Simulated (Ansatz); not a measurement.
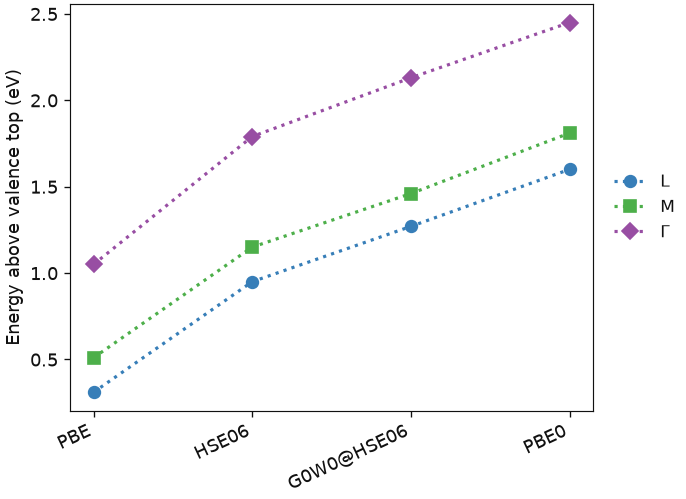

Lowest conduction level at each named k point, counted from the valence-band top at Γ, by several methods on one cell of CdI2-type ZrSe2, space group P-3m1 (No. 164), 3 atoms in the cell, relaxed with r2SCAN+rVV10; a = 3.788 Å, c = 6.180 Å (hexagonal axes). All runs are without spin-orbit coupling and carry no moments.

| method | program | L (eV) | M (eV) | Γ (eV) |
| --- | --- | --- | --- | --- |
| PBE | Ansatz | 0.31 | 0.51 | 1.05 |
| HSE06 | Ansatz | 0.95 | 1.15 | 1.79 |
| G0W0@HSE06 | Ansatz | 1.27 | 1.46 | 2.13 |
| PBE0 | Ansatz | 1.60 | 1.81 | 2.45 |

**One method is left out: G0W0@PBE. Predict its row. It was run as: PBE, Ansatz PAW set, 6×6×4 k mesh, 420 eV cutoff, fixed occupations (Ansatz 0.2.0), G0W0 with empty bands 174, screening cutoff 100 eV and frequency treatment contour deformation.**

It starts from PBE, whose row gives 0.31 eV at L. G0W0@PBE gives 0.98 eV at L, 1.18 eV at M and 1.86 eV at Γ, which is +0.67 eV from PBE at L.

**Does G0W0@PBE shift these levels rigidly from PBE?**

The shifts are +0.67 eV at L, +0.67 eV at M and +0.81 eV at Γ, and at points that aren't plotted +0.80 eV (A) and +0.80 eV (H): over the named points that both runs hold, a spread of 0.14 eV on a mean of 0.75 eV, so one shift describes them only roughly.

**How do the methods rank at L?**

From low to high: PBE 0.31, HSE06 0.95, G0W0@PBE 0.98, G0W0@HSE06 1.27, PBE0 1.60 eV. Too close to rank are HSE06 against G0W0@PBE.

Settings. PBE: Ansatz PAW set, 12×12×4 k mesh, 420 eV cutoff, Fermi-Dirac smearing of 0.02 eV (Ansatz). HSE06: Ansatz PAW set, 6×6×4 k mesh, 420 eV cutoff, fixed occupations (Ansatz 0.2.0). G0W0@HSE06: HSE06, Ansatz PAW set, 6×6×4 k mesh, 420 eV cutoff, fixed occupations (Ansatz), G0W0 with empty bands 421, screening cutoff 180 eV and frequency treatment contour deformation. PBE0: Ansatz PAW set, 6×6×4 k mesh, 420 eV cutoff, fixed occupations (Ansatz 0.2.0).

These are five of the 11 methods that were run on this cell. Spin-orbit coupling is left out, which matters for Se. HSE06, G0W0@HSE06 and PBE0: the PAW data sets were made with another functional. HSE06 and PBE0: the k mesh is thin for exact exchange. G0W0@PBE and G0W0@HSE06: the k mesh is thin for GW. LDA, GGA and most meta-GGA functionals understate gaps. G0W0@PBE: the GW screening of so narrow a gap isn't settled on this k mesh. The GW runs differ in bands or cutoffs. The GW values are at finite bands, cutoffs and mesh, short of the basis limit.
